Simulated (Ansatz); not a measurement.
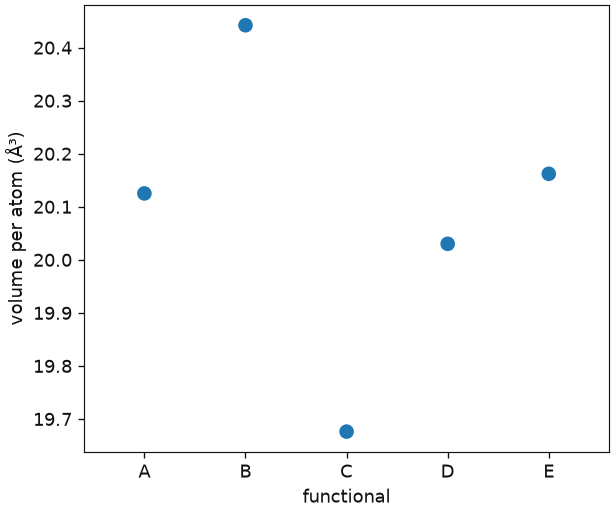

Plotted: volume per atom by functional for Si. The labels are replaced by letters. In alphabetical order the cases are: HSE06; LDA; PBE; PBEsol; r2SCAN.

Method: relaxed lattice of one prototype by several density functionals, zero stress, symmetry kept, spin-unpolarised plane waves (Ansatz 0.2.0).

| setting | value |
| --- | --- |
| prototype | lonsdaleite (2H) |
| atoms in cell | 4 |
| periodic directions | 3 |

Q: Which letter stands for which functional?

A: A: HSE06 (20.1 Å³); B: PBE (20.4 Å³); C: LDA (19.7 Å³); D: PBEsol (20.0 Å³); E: r2SCAN (20.2 Å³).
